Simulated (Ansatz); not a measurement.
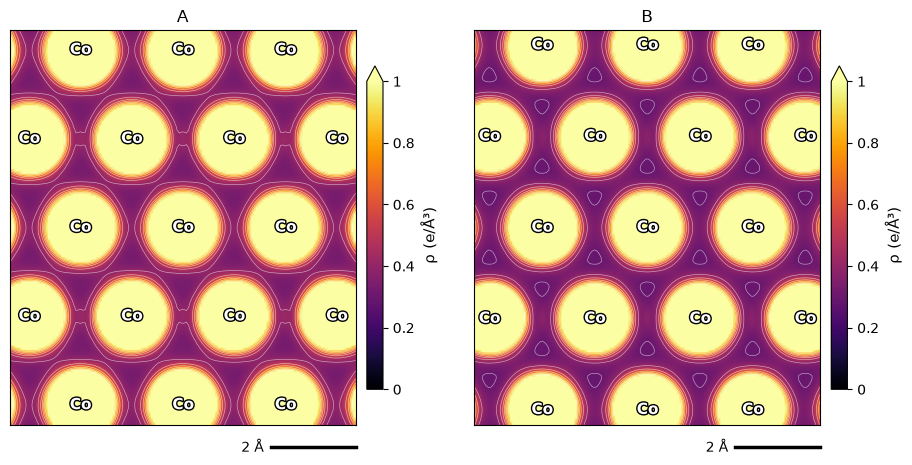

Co. The valence pseudo-density of two cells that differ in size, on the (101̄) plane of each (indices in the axes of the calculation cell), at one length scale and on one colour scale: B has 10.7 Å³ an atom and A 9.9.

Theory: Ansatz 0.2.0, DFT, PBE, plane waves (420 eV) with PAW, scalar-relativistic.

The larger cell:

```
CELL_PARAMETERS angstrom
2.47524 0.00000 0.00000
0.00000 2.47524 0.00000
0.00000 0.00000 3.49874
ATOMIC_POSITIONS crystal
Co 0.00000 0.00000 0.00000
Co 0.50000 0.50000 0.50000
```

The smaller cell: a = 2.410 Å, b = 2.410 Å, c = 3.407 Å, α = 90.00°, β = 90.00°, γ = 90.00°.

**What changes from the larger cell to the smaller?**

From the larger cell to the smaller, Co–Co goes from 2.47 to 2.41 Å, and the density at its midpoint from 0.35 to 0.39 e/Å³; the pressure goes from 3.9 to 26 GPa.
